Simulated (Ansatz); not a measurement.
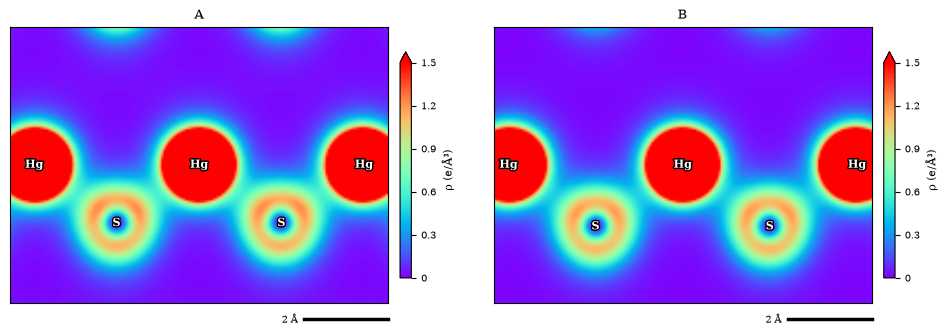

HgS. The valence electron density of two cells that differ in size, on the (11̄0) plane of each (indices in the axes of the calculation cell), at one length scale and on one colour scale: B has 25.4 Å³ an atom and A 21.5.

All numbers below come from DFT, PBEsol, PAW with Ansatz's default frozen-core files, scalar-relativistic; relaxation of cell and atoms (Ansatz).

**What changes from the larger cell to the smaller?**

From the larger cell to the smaller, Hg–S goes from 2.54 to 2.41 Å, and the density at its midpoint from 0.46 to 0.6 e/Å³; the pressure goes from 0.0 to 15 GPa.
